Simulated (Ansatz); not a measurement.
# Ni: starts and ends of a spin-polarised SCF

Wanted: the lowest electronic state of Ni in this cell. One SCF may end in a higher state, so several starts are tried. Ni is taken in the measured crystal structure (space group Fm-3m, primitive cell doubled), 2 atoms in the cell. Source: COD entry 9012977, which need not be the ambient phase.

Program: Ansatz 0.2.0. Level of theory: DFT r2SCAN, PAW, plane waves, scalar-relativistic. These are calculated values, not measurements.

**1. Starting point**

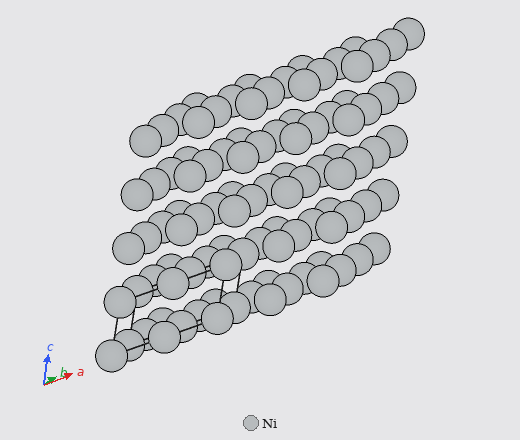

The starting structure, seen slightly off an axis (nickel light grey). 2×3×4 cells are drawn. Atoms on the faces are drawn again on the opposite ones.

As a file:

```xyz
2
Lattice="0.0000 3.5338 3.5338 1.7669 0.0000 1.7669 1.7669 1.7669 0.0000" Properties=species:S:1:pos:R:3 pbc="T T T"
Ni    0.0000    0.0000    0.0000
Ni    0.0000    1.7669    1.7669
```

Atoms are counted from 1 in the order of input.yaml (Ni2 and so on).

The first starts: parallel moments, plain SCF; opposed moments +-, plain SCF; no spin polarisation; spin on, no moments given (the program may seed its own), plain SCF. What is tried next depends on their ends.

“Plain SCF” means no search for lower states. Ends within 0.2 meV/atom and 0.1 μB count as one state.

The total moment includes the space between the atomic spheres.

**2. Parallel moments, plain SCF**

File input.yaml:

```yaml
crystal:
  lattice:
    - [0.0, 3.5338, 3.5338]
    - [1.7669, 0.0, 1.7669]
    - [1.7669, 1.7669, 0.0]
  atoms:
    - { symbol: Ni, position: [0.0, 0.0, 0.0], spin: 2.0 }
    - { symbol: Ni, position: [0.5, 0.0, 0.0], spin: 2.0 }
magnetization:
  spin_polarized: true
hamiltonian:
  xc: r2scan
  pseudopotentials: { kind: paw }
basis:
  ecutwfc: 500
kpoints:
  mp_grid: { grid: [6, 12, 12] }
scf:
  occupations: { method: fermi_dirac, width: 0.1 }
  lower_state_search: "off"
output:
  forces: true
  stress: true
```

Output, cut to the lines that bear on the results:

```text
[...]
Pseudopotentials: kind: paw
Pseudopotential: Ni, paw, valence charge 18, recommended cutoff 500 eV (meta_gga), Ni.paw.azcp
Functional definition: r2SCAN
[...]
Crystal: 2 atoms, lattice volume = 22.065 Å³
Basis set: ecut = 500 eV, 555 PW (Γ), exchange–correlation on 160×80×80 points (64 copies of the dense FFT grid, shifted against one another)
Bands: 24, of which v1, the nominal top of the filled ones, is band 18 counted from 1 (17 counted from 0)
Symmetry: 24 space group operations
Space group: Fm-3m (ITA 225), of the structure as read, at distance tolerance 2.8e-5 Å
Magnetic group: BNS 225.116 (UNI 1618), of the structure as read, at distance tolerance 2.8e-5 Å
k-points: 98 of 864
[...]
Starting moments: Σ|m| = 4 μB on 2 of 2 sites
[...]
SCF iter   1: F=-11690.378766 eV  HF=-11689.774432 eV  |F-HF|=6.04e-1  |Δ(HF+E_count)|=         —  Δρ=1.09e-1 (↑8.87e-2 ↓1.09e-1)  dr2=5.40e-2  dr2_τ=3.30e-2  dr2_m=1.95e0  M=2.102 μB ∫|m|=2.370 μB  β_m=0.63  ethr=1.51e-4  ⟨swp⟩=1.7  Hψ=25462  notcnv=0
[...]
spin-set hold released at iteration 1 (the charge has settled, or the pull on large starting moments outlasts its swing): the magnetisation degrees of freedom join the quasi-Newton model from the next iteration; the mixer history was flushed
[...]
SCF iter  15: F=-11690.595991 eV  HF=-11690.595991 eV  |F-HF|=1.25e-9  |Δ(HF+E_count)|=   4.49e-7  Δρ=1.28e-6 (↑7.23e-7 ↓1.28e-6)  dr2=1.32e-10  dr2_τ=2.58e-12  dr2_m=1.59e-10  M=1.492 μB ∫|m|=1.851 μB  ethr=3.70e-12  ⟨swp⟩=4.2  Hψ=16120  notcnv=0
[...]
this state was not tested for a lower state beside it, because the mixer in use, unlike msr1, does not test its closes by its own steps (another_mixer; see scf.mixing.algorithm and scf.lower_state_search)
SCF converged after 15 iterations
Magnetization: 1.4921 μB (18.7460 up, 17.2540 down)
Absolute magnetization: 1.8534 μB (∫|ρ↑−ρ↓|, with the PAW one-centre terms)
Spin contamination: 0.0455 ħ² per cell (⟨S²⟩ above its minimum at these occupations)
Per-site moments (μB) at R_I (Å): [(0.8170393461612852, 1.0307442516347713), (0.8170393461612852, 1.0307442516347713)]
Free energy (F): -11690.595991 eV
[...]
E sigma→0 (E₀):  -11690.556756 eV
Entropy (-TS):   -0.078471 eV (-39.235 meV/atom)
Fermi energy:    17.791951 eV
[...]
--- Forces (eV/Å), atoms counted from 1 ---
  atom   1  Ni    -0.00000000     0.00000000     0.00000000
  atom   2  Ni     0.00000000     0.00000000     0.00000000
[...]
--- Stress (GPa, compression-positive) ---
       -9.148883       0.000000       0.000000
        0.000000      -9.148883      -0.000000
        0.000000      -0.000000      -9.148883
  P = ⅓ Tr σ = -9.1489 GPa (-91.489 kbar)
```

Wall time 11 s (2 threads of an Arm CPU, shared host); peak memory 0.44 GiB.

The state reached is ferromagnetic, site moments Ni1 0.82, Ni2 0.82 μB, total 1.49 μB per cell, no gap on the k-mesh.

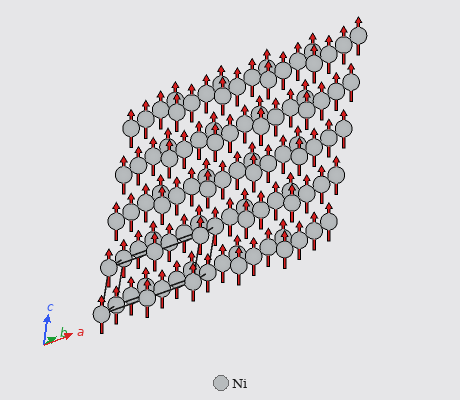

Arrows show the site moments: red and blue are opposite signs, and length grows with size. The axis is drawn upright for the eye.

**3. Opposed moments +-, plain SCF**

input.yaml, as its differences from that of step 2:

```diff
@@ -7,3 +7,3 @@
     - { symbol: Ni, position: [0.0, 0.0, 0.0], spin: 2.0 }
-    - { symbol: Ni, position: [0.5, 0.0, 0.0], spin: 2.0 }
+    - { symbol: Ni, position: [0.5, 0.0, 0.0], spin: -2.0 }
 magnetization:
```

Output:

```text
[... 12 lines as in an earlier run ...]
Symmetry: 12 space group operations
Space group: R-3m (ITA 166), of the structure as read, at distance tolerance 2.8e-5 Å
Magnetic group: BNS 166.102 (UNI 1332), of the structure as read, at distance tolerance 2.8e-5 Å
[... 6 lines as in an earlier run ...]
Starting moments: Σ|m| = 4 μB on 2 of 2 sites
Starting magnetic order: antiferromagnet; a translation exchanges its spin sublattices: spin-degenerate at every k-point
[... 2 lines as in an earlier run ...]
spin-down is spin-up translated by (0.5, 0, 0): one eigenproblem is solved per k-point and the antiferromagnetic symmetry of the starting moments is kept exactly by this SCF (crystal.symmetry.spin_inversion_symmetry: false solves both channels; [...]
iter 1 solved again at ethr=3.42e-4 eV; its pass at ethr=3.10e-3 eV (dr2=1.23e-1 eV) is discarded
SCF iter   1: F=-11690.105164 eV  HF=-11689.514806 eV  |F-HF|=5.90e-1  |Δ(HF+E_count)|=         —  Δρ=1.11e-1 (↑1.11e-1 ↓1.11e-1)  dr2=1.23e-1  dr2_τ=3.46e-2  dr2_m=2.43e0  M=0.000 μB ∫|m|=2.208 μB  β_m=0.30  ethr=3.42e-4  ⟨swp⟩=1.4  Hψ=13012  notcnv=0
Mixer restart at iter 1: flushing history
preconditioner: auto → none  [metal: Δε(μ)=0.022 eV  Ē_g=12.276 eV  σ=0.100 eV  W_gap=0.05  n_scr=8 (ndim 8)  ℏωp=35.4 eV  f_vac=0.000  D(μ)=3.85/eV (n_scr^D=60)  sad-step TF]
[... 1 line as in an earlier run ...]
SCF iter   2: F=-11690.196723 eV  HF=-11689.906680 eV  |F-HF|=2.90e-1  |Δ(HF+E_count)|=   3.92e-1  Δρ=9.13e-2 (↑9.13e-2 ↓9.13e-2)  dr2=9.91e-2  dr2_τ=6.30e-3  dr2_m=1.63e0  M=0.000 μB ∫|m|=2.040 μB  β_m=0.30  ethr=3.41e-4  ⟨swp⟩=3.0  Hψ=4690  notcnv=0  κ⁻¹=1.0e0(r=1)
SCF iter   3: F=-11690.282177 eV  HF=-11690.396432 eV  |F-HF|=1.14e-1  |Δ(HF+E_count)|=   4.90e-1  Δρ=2.61e-2 (↑2.61e-2 ↓2.61e-2)  dr2=1.11e-1  dr2_τ=8.57e-4  dr2_m=6.69e-2  M=0.000 μB ∫|m|=1.374 μB  β_m=0.30  ethr=2.75e-4  ⟨swp⟩=3.1  Hψ=6249  notcnv=0  defer=46  κ⁻¹=1.8e-2(r=2)
SCF iter   4: F=-11690.388342 eV  HF=-11690.373598 eV  |F-HF|=1.47e-2  |Δ(HF+E_count)|=   2.28e-2  Δρ=1.64e-2 (↑1.64e-2 ↓1.64e-2)  dr2=1.01e-2  dr2_τ=5.41e-4  dr2_m=4.05e-2  M=0.000 μB ∫|m|=1.269 μB  β_m=0.30  ethr=2.75e-4  ⟨swp⟩=2.3  Hψ=4331  notcnv=0  defer=52  κ⁻¹=5.9e-3(r=3)
SCF iter   5: F=-11690.402059 eV  HF=-11690.381394 eV  |F-HF|=2.07e-2  |Δ(HF+E_count)|=   7.80e-3  Δρ=8.63e-3 (↑8.63e-3 ↓8.63e-3)  dr2=3.77e-3  dr2_τ=1.73e-4  dr2_m=9.90e-3  M=0.000 μB ∫|m|=1.107 μB  β_m=0.30  ethr=2.80e-5  ⟨swp⟩=2.1  Hψ=4626  notcnv=0  defer=53  κ⁻¹=1.7e-3(r=4)
SCF iter   6: F=-11690.410732 eV  HF=-11690.405551 eV  |F-HF|=5.18e-3  |Δ(HF+E_count)|=   2.42e-2  Δρ=4.43e-3 (↑4.43e-3 ↓4.43e-3)  dr2=2.01e-3  dr2_τ=1.94e-5  dr2_m=3.03e-3  M=0.000 μB ∫|m|=1.000 μB  β_m=0.30  ethr=1.05e-5  ⟨swp⟩=2.2  Hψ=5343  notcnv=0  defer=54  κ⁻¹=9.9e-5(r=5)
SCF iter   7: F=-11690.412693 eV  HF=-11690.411748 eV  |F-HF|=9.45e-4  |Δ(HF+E_count)|=   6.20e-3  Δρ=2.50e-3 (↑2.50e-3 ↓2.50e-3)  dr2=9.19e-4  dr2_τ=9.97e-6  dr2_m=8.39e-4  M=0.000 μB ∫|m|=1.044 μB  β_m=0.30  ethr=5.59e-6  ⟨swp⟩=2.3  Hψ=4196  notcnv=0  defer=54  κ⁻¹=5.1e-5(r=6)
SCF iter   8: F=-11690.414380 eV  HF=-11690.413607 eV  |F-HF|=7.73e-4  |Δ(HF+E_count)|=   1.86e-3  Δρ=1.57e-3 (↑1.57e-3 ↓1.57e-3)  dr2=6.95e-5  dr2_τ=6.01e-6  dr2_m=4.19e-4  M=0.000 μB ∫|m|=1.034 μB  β_m=0.30  ethr=2.55e-6  ⟨swp⟩=2.0  Hψ=4506  notcnv=0  defer=54  κ⁻¹=1.3e-5(r=7)
SCF iter   9: F=-11690.415169 eV  HF=-11690.414528 eV  |F-HF|=6.41e-4  |Δ(HF+E_count)|=   9.21e-4  Δρ=1.40e-3 (↑1.40e-3 ↓1.40e-3)  dr2=5.77e-5  dr2_τ=3.10e-6  dr2_m=3.30e-4  M=0.000 μB ∫|m|=1.015 μB  β_m=0.30  ethr=1.93e-7  ⟨swp⟩=2.0  Hψ=4135  notcnv=0  defer=54  κ⁻¹=5.4e-6(r=8)
SCF iter  10: F=-11690.416028 eV  HF=-11690.415981 eV  |F-HF|=4.75e-5  |Δ(HF+E_count)|=   1.45e-3  Δρ=7.57e-4 (↑7.57e-4 ↓7.57e-4)  dr2=1.04e-4  dr2_τ=9.48e-7  dr2_m=7.06e-5  M=0.000 μB ∫|m|=1.022 μB  β_m=0.30  ethr=1.60e-7  ⟨swp⟩=3.1  Hψ=4949  notcnv=0  defer=54  κ⁻¹=1.0e-6(r=8)
SCF iter  11: F=-11690.416195 eV  HF=-11690.416158 eV  |F-HF|=3.63e-5  |Δ(HF+E_count)|=   1.78e-4  Δρ=4.46e-4 (↑4.46e-4 ↓4.46e-4)  dr2=3.02e-5  dr2_τ=4.20e-7  dr2_m=2.64e-5  M=0.000 μB ∫|m|=1.028 μB  β_m=0.30  ethr=1.60e-7  ⟨swp⟩=2.0  Hψ=4129  notcnv=0  defer=54  κ⁻¹=1.5e-5(r=8)
SCF iter  12: F=-11690.416302 eV  HF=-11690.416279 eV  |F-HF|=2.31e-5  |Δ(HF+E_count)|=   1.20e-4  Δρ=3.28e-4 (↑3.28e-4 ↓3.28e-4)  dr2=4.20e-5  dr2_τ=8.33e-8  dr2_m=3.86e-6  M=0.000 μB ∫|m|=1.036 μB  β_m=0.30  ethr=8.39e-8  ⟨swp⟩=2.0  Hψ=4144  notcnv=0  defer=54  κ⁻¹=8.0e-6(r=8)
SCF iter  13: F=-11690.416314 eV  HF=-11690.416309 eV  |F-HF|=5.08e-6  |Δ(HF+E_count)|=   3.05e-5  Δρ=1.61e-4 (↑1.61e-4 ↓1.61e-4)  dr2=7.53e-6  dr2_τ=3.73e-8  dr2_m=2.11e-6  M=0.000 μB ∫|m|=1.037 μB  β_m=0.30  ethr=8.39e-8  ⟨swp⟩=2.4  Hψ=3883  notcnv=0  defer=54  κ⁻¹=7.6e-6(r=8)
SCF iter  14: F=-11690.416317 eV  HF=-11690.416317 eV  |F-HF|=6.89e-7  |Δ(HF+E_count)|=   7.54e-6  Δρ=2.92e-5 (↑2.92e-5 ↓2.92e-5)  dr2=8.67e-8  dr2_τ=8.43e-10  dr2_m=9.40e-8  M=0.000 μB ∫|m|=1.040 μB  β_m=0.30  ethr=2.78e-10  ⟨swp⟩=4.6  Hψ=12200  notcnv=0  κ⁻¹=9.7e-6(r=8)
SCF iter  15: F=-11690.416317 eV  HF=-11690.416317 eV  |F-HF|=7.38e-7  |Δ(HF+E_count)|=   1.27e-7  Δρ=3.24e-5 (↑3.24e-5 ↓3.24e-5)  dr2=4.29e-7  dr2_τ=8.50e-10  dr2_m=9.59e-9  M=0.000 μB ∫|m|=1.041 μB  β_m=0.30  ethr=2.41e-10  ⟨swp⟩=5.0  Hψ=9170  notcnv=0  κ⁻¹=2.1e-5(r=8)
SCF iter  16: F=-11690.416318 eV  HF=-11690.416318 eV  |F-HF|=1.47e-8  |Δ(HF+E_count)|=   8.35e-7  Δρ=1.13e-5 (↑1.13e-5 ↓1.13e-5)  dr2=5.84e-8  dr2_τ=7.87e-11  dr2_m=1.97e-9  M=0.000 μB ∫|m|=1.040 μB  ethr=2.41e-10  ⟨swp⟩=3.5  Hψ=10786  notcnv=0
SCF 1 converged in 16 iterations: F = -11690.416318 eV  dr2 = 5.84e-8
[... 1 line as in an earlier run ...]
SCF converged after 16 iterations
Magnetization: 0.0000 μB (18.0000 up, 18.0000 down)
Absolute magnetization: 1.0413 μB (∫|ρ↑−ρ↓|, with the PAW one-centre terms)
Spin contamination: 0.3917 ħ² per cell (⟨S²⟩ above its minimum at these occupations)
Per-site moments (μB) at R_I (Å): [(0.49789787182662654, 1.0307442516347713), (-0.49789787182662654, 1.0307442516347713)]
Free energy (F): -11690.416318 eV
Harris-Foulkes:  -11690.416318 eV  (|F-HF|=1.47e-8)
Internal energy: -11690.306585 eV  (E = F + TS)
E sigma→0 (E₀):  -11690.361451 eV
Entropy (-TS):   -0.109732 eV (-54.866 meV/atom)
Fermi energy:    17.538530 eV
--- Per-component energies (eV) ---
  E_band       = -628.900144
  E_kinetic    = 563.354817
  E_local      = -6936.058232  (includes V_loc(G=0)·N_el)
  E_nonlocal   = 1282.345383
  E_hartree    = 2900.292588
  E_xc         = -156.783174
  E_vxc        = -232.672157  (∫ρ·V_xc dr)
  E_paw        = -3289.712697  (= ΣΔE_a)
  E_vpaw       = -1123.643484  (= ΣTr[D̂ρ^β])
  E_aug_tail   = 0.000448  (compensation charges beyond the density's cutoff)
  E_vtau       = 17.214665  (kinetic-family band-sum trace: ∫τ·v_τ [+ j·A + Jᵃ·Aᵃ] dr)
  E_ewald      = -6053.145581
  E_core_change = -0.600137  (= ΣΔE_core)
  E_smearing   = -0.109732  (= −TS)
  E_closure    = -0.000000  (closes the sum)
  Σ components = -11690.416318   (vs F -11690.416318, Δ=0.00e0)
--- Forces (eV/Å), atoms counted from 1 ---
  atom   1  Ni     0.00000000     0.00000000    -0.00000000
  atom   2  Ni     0.00000000     0.00000000     0.00000000
  max |Σ_I F_I| component: 1.79e-29 eV/Å
--- Stress (GPa, compression-positive) ---
      -10.102969      -0.743283      -0.743283
       -0.743283     -10.102969       0.743283
       -0.743283       0.743283     -10.102969
  P = ⅓ Tr σ = -10.1030 GPa (-101.030 kbar)
```

Wall time 7.3 s (2 threads of an Arm CPU, shared host); peak memory 0.43 GiB.

The state reached is antiferromagnetic (magnetic neighbours of Ni1 with a moment over 0.3 of its own that point the other way: 6 of 12 at 2.50 Å, 6 of 6 at 3.53 Å), site moments Ni1 0.50, Ni2 -0.50 μB, total 0.00 μB per cell, no gap on the k-mesh. Against step 2, the lowest until now, it is 89.8 meV/atom higher.

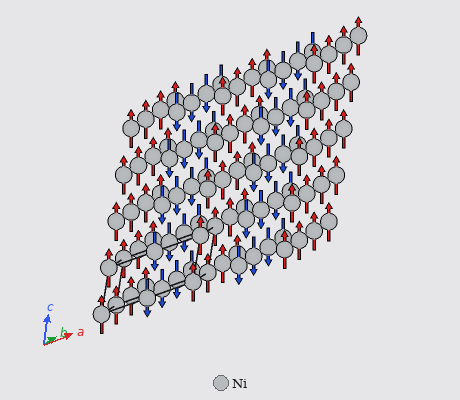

The moments of this state as arrows, longer for larger moments (red one way, blue the other). Without spin-orbit coupling their common direction is free.

**4. No spin polarisation**

input.yaml, as its differences from that of step 3:

```diff
@@ -6,6 +6,4 @@
   atoms:
-    - { symbol: Ni, position: [0.0, 0.0, 0.0], spin: 2.0 }
-    - { symbol: Ni, position: [0.5, 0.0, 0.0], spin: -2.0 }
-magnetization:
-  spin_polarized: true
+    - { symbol: Ni, position: [0.0, 0.0, 0.0] }
+    - { symbol: Ni, position: [0.5, 0.0, 0.0] }
 hamiltonian:
```

Output, cut to the lines that bear on the results:

```text
[... 11 lines as in an earlier run ...]
Bands: 22, of which v1, the nominal top of the filled ones, is band 18 counted from 1 (17 counted from 0)
[... 7 lines as in an earlier run ...]
[...]
[... 2 lines as in an earlier run ...]
SCF iter   1: F=-11690.369127 eV  HF=-11690.290537 eV  |F-HF|=7.86e-2  |Δ(HF+E_count)|=         —  Δρ=2.00e-2  dr2=4.94e-2  dr2_τ=5.74e-2  ethr=1.77e-3  ⟨swp⟩=5.3  Hψ=8522  notcnv=0
[...]
SCF iter   8: F=-11690.387435 eV  HF=-11690.387435 eV  |F-HF|=1.25e-8  |Δ(HF+E_count)|=   1.56e-8  Δρ=1.41e-5  dr2=2.34e-8  dr2_τ=1.99e-10  ethr=2.78e-10  ⟨swp⟩=4.1  Hψ=10757  notcnv=0
[...]
SCF converged after 8 iterations
Free energy (F): -11690.387435 eV
[...]
E sigma→0 (E₀):  -11690.306375 eV
Entropy (-TS):   -0.162121 eV (-81.061 meV/atom)
Fermi energy:    17.450180 eV
[...]
--- Forces (eV/Å), atoms counted from 1 ---
  atom   1  Ni     0.00000000    -0.00000000    -0.00000000
  atom   2  Ni     0.00000000     0.00000000     0.00000000
[...]
--- Stress (GPa, compression-positive) ---
      -11.623671      -0.000052      -0.000052
       -0.000052     -11.623671       0.000052
       -0.000052       0.000052     -11.623671
  P = ⅓ Tr σ = -11.6237 GPa (-116.237 kbar)
```

Run time: 3.3 s. Hardware: 2 threads of an Arm CPU, shared host; peak memory 0.39 GiB.

The state reached is non-magnetic (no spin polarisation), no gap on the k-mesh. It lies 104 meV/atom above the lowest state so far (step 2).

**5. Spin on, no moments given (the program may seed its own), plain SCF**

input.yaml, as its differences from that of step 4:

```diff
@@ -21 +21,3 @@
   stress: true
+magnetization:
+  spin_polarized: true
```

Output, cut to the lines that bear on the results:

```text
band count auto-derived: 24 (N_el = 36.0; filled up to band 18; 22 by the electrons, moments and atoms)
[... 22 lines as in an earlier run ...]
[...]
SCF iter   1: F=-11689.946311 eV  HF=-11688.906825 eV  |F-HF|=1.04e0  |Δ(HF+E_count)|=         —  Δρ=1.83e-1 (↑1.83e-1 ↓1.62e-1)  dr2=5.31e-2  dr2_τ=4.24e-2  dr2_m=6.00e0  M=2.452 μB ∫|m|=2.452 μB  ethr=1.03e-3  ⟨swp⟩=1.3  Hψ=12818  notcnv=0
[...]
SCF iter  11: F=-11690.595991 eV  HF=-11690.595991 eV  |F-HF|=1.44e-10  |Δ(HF+E_count)|=   1.14e-7  Δρ=8.57e-6 (↑5.01e-6 ↓8.57e-6)  dr2=4.32e-9  dr2_τ=5.16e-11  dr2_m=4.78e-9  M=1.492 μB ∫|m|=1.851 μB  ethr=2.78e-10  ⟨swp⟩=4.9  Hψ=18074  notcnv=0
[...]
SCF converged after 11 iterations
Magnetization: 1.4921 μB (18.7460 up, 17.2540 down)
Absolute magnetization: 1.8536 μB (∫|ρ↑−ρ↓|, with the PAW one-centre terms)
Spin contamination: 0.0455 ħ² per cell (⟨S²⟩ above its minimum at these occupations)
Per-site moments (μB) at R_I (Å): [(0.8170707944737201, 1.0307442516347713), (0.8170707944737201, 1.0307442516347713)]
Free energy (F): -11690.595991 eV
[...]
E sigma→0 (E₀):  -11690.556756 eV
Entropy (-TS):   -0.078470 eV (-39.235 meV/atom)
Fermi energy:    17.792011 eV
[... 26 lines left out: energy terms, forces, stress ...]
```

Wall time 8 s (2 threads of an Arm CPU, shared host); peak memory 0.44 GiB.

Nothing new: the 11 iterations lead to the state found in step 2 (ferromagnetic).

**6. Parallel moments scaled by 0.03, plain SCF**

input.yaml, as its differences from that of step 5:

```diff
@@ -6,4 +6,6 @@
   atoms:
-    - { symbol: Ni, position: [0.0, 0.0, 0.0] }
-    - { symbol: Ni, position: [0.5, 0.0, 0.0] }
+    - { symbol: Ni, position: [0.0, 0.0, 0.0], spin: 0.06 }
+    - { symbol: Ni, position: [0.5, 0.0, 0.0], spin: 0.06 }
+magnetization:
+  spin_polarized: true
 hamiltonian:
@@ -21,3 +23 @@
   stress: true
-magnetization:
-  spin_polarized: true
```

Output, cut to the lines that bear on the results:

```text
[... 11 lines as in an earlier run ...]
Bands: 23, of which v1, the nominal top of the filled ones, is band 18 counted from 1 (17 counted from 0)
[... 9 lines as in an earlier run ...]
Starting moments: Σ|m| = 0.12 μB on 2 of 2 sites
[... 3 lines as in an earlier run ...]
SCF iter   1: F=-11690.236477 eV  HF=-11690.229543 eV  |F-HF|=6.93e-3  |Δ(HF+E_count)|=         —  Δρ=3.66e-2 (↑3.66e-2 ↓2.23e-2)  dr2=3.71e-1  dr2_τ=1.32e-2  dr2_m=1.31e-2  M=0.196 μB ∫|m|=0.202 μB  β_m=1.00  ethr=1.03e-3  ⟨swp⟩=1.0  Hψ=24399  notcnv=0
[...]
spin-set hold released at iteration 13 (site moments contracting): the magnetisation degrees of freedom join the quasi-Newton model from the next iteration; the mixer history was flushed
[...]
SCF iter  23: F=-11690.595991 eV  HF=-11690.595991 eV  |F-HF|=2.98e-9  |Δ(HF+E_count)|=   6.38e-6  Δρ=2.74e-6 (↑2.74e-6 ↓1.29e-6)  dr2=4.00e-10  dr2_τ=4.63e-12  dr2_m=7.76e-10  M=1.492 μB ∫|m|=1.851 μB  ethr=5.75e-11  ⟨swp⟩=5.1  Hψ=18931  notcnv=0
[...]
[... 1 line as in an earlier run ...]
SCF converged after 23 iterations
Magnetization: 1.4921 μB (18.7461 up, 17.2539 down)
Absolute magnetization: 1.8536 μB (∫|ρ↑−ρ↓|, with the PAW one-centre terms)
Spin contamination: 0.0455 ħ² per cell (⟨S²⟩ above its minimum at these occupations)
Per-site moments (μB) at R_I (Å): [(0.8170752539403892, 1.0307442516347713), (0.8170752539403892, 1.0307442516347713)]
Free energy (F): -11690.595991 eV
[...]
E sigma→0 (E₀):  -11690.556756 eV
Entropy (-TS):   -0.078469 eV (-39.235 meV/atom)
Fermi energy:    17.792023 eV
[... 26 lines left out: energy terms, forces, stress ...]
```

Run time: 16 s. Hardware: 2 threads of an Arm CPU, shared host; peak memory 0.44 GiB.

Nothing new: the 23 iterations lead to the state found in step 2 (ferromagnetic).

**7. Moments ++ scaled by 0.65, plain SCF**

input.yaml, as its differences from that of step 6:

```diff
@@ -6,4 +6,4 @@
   atoms:
-    - { symbol: Ni, position: [0.0, 0.0, 0.0], spin: 0.06 }
-    - { symbol: Ni, position: [0.5, 0.0, 0.0], spin: 0.06 }
+    - { symbol: Ni, position: [0.0, 0.0, 0.0], spin: 1.3 }
+    - { symbol: Ni, position: [0.5, 0.0, 0.0], spin: 1.3 }
 magnetization:
```

Output, cut to the lines that bear on the results:

```text
[... 21 lines as in an earlier run ...]
Starting moments: Σ|m| = 2.6 μB on 2 of 2 sites
[... 2 lines as in an earlier run ...]
[...]
SCF iter   1: F=-11690.460857 eV  HF=-11690.179053 eV  |F-HF|=2.82e-1  |Δ(HF+E_count)|=         —  Δρ=5.87e-2 (↑2.50e-2 ↓5.87e-2)  dr2=2.00e-1  dr2_τ=1.88e-2  dr2_m=3.10e-1  M=1.636 μB ∫|m|=1.776 μB  β_m=0.30  ethr=5.57e-4  ⟨swp⟩=1.1  Hψ=25252  notcnv=0
[...]
spin-set hold released at iteration 7 (site moments contracting): the magnetisation degrees of freedom join the quasi-Newton model from the next iteration; the mixer history was flushed
[...]
SCF iter  18: F=-11690.595991 eV  HF=-11690.595991 eV  |F-HF|=1.52e-7  |Δ(HF+E_count)|=   3.74e-7  Δρ=5.82e-6 (↑9.42e-7 ↓5.82e-6)  dr2=5.09e-9  dr2_τ=8.93e-12  dr2_m=1.60e-9  M=1.492 μB ∫|m|=1.851 μB  ethr=9.42e-12  ⟨swp⟩=4.0  Hψ=15480  notcnv=0
[...]
[... 1 line as in an earlier run ...]
SCF converged after 18 iterations
Magnetization: 1.4920 μB (18.7460 up, 17.2540 down)
Absolute magnetization: 1.8533 μB (∫|ρ↑−ρ↓|, with the PAW one-centre terms)
Spin contamination: 0.0454 ħ² per cell (⟨S²⟩ above its minimum at these occupations)
Per-site moments (μB) at R_I (Å): [(0.8170020452824427, 1.0307442516347713), (0.8170020452824427, 1.0307442516347713)]
Free energy (F): -11690.595991 eV
[...]
E sigma→0 (E₀):  -11690.556755 eV
Entropy (-TS):   -0.078472 eV (-39.236 meV/atom)
Fermi energy:    17.791896 eV
[... 26 lines left out: energy terms, forces, stress ...]
```

It took 13 s on 2 threads of an Arm CPU, shared host; peak memory 0.44 GiB.

This is the state of step 2 again (ferromagnetic), after 18 iterations.

(Part 1 of 2 ends here.)
